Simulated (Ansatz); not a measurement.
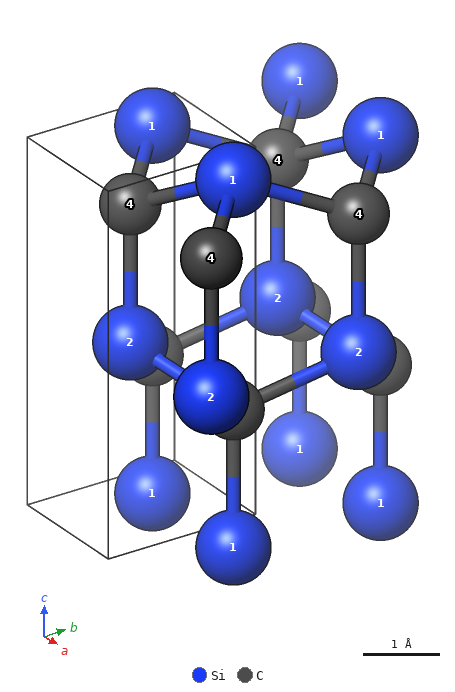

This is a crystal of SiC (built on the wurtzite type) at its r2SCAN-relaxed geometry. The picture is a ball-and-stick view of the cell of the calculation, repeated 2 × 2 × 1 with one cell outlined, seen slightly off an axis.

The calculation used DFT, r2SCAN, plane waves, PAW (Ansatz 0.2.0). (plane-wave cutoff 500 eV; k-point mesh 12 × 12 × 6; occupations fixed; no spin polarisation)

Change: All lengths are scaled by +2.5 % (volume +7.7 %). The atoms were relaxed with r2SCAN under that strain, and this is a single point on that geometry.

Q: What is the effect?

A: It costs 38.5 meV per atom. Pressure: 0.0 GPa before, −14.6 GPa after. The principal stresses (compression positive) are −14.4 GPa along c and −14.7 GPa across it. The forces stay under 0.01 eV/Å. Near-neighbour distances before and after: C–Si 1.897 → 1.945 Å, C–Si 1.883 → 1.930 Å. The space group stays P6_3mc (No. 186).

Drawn alike, the variant:

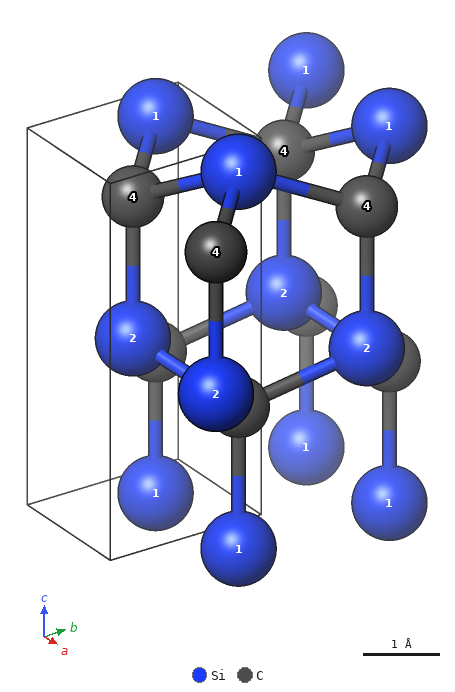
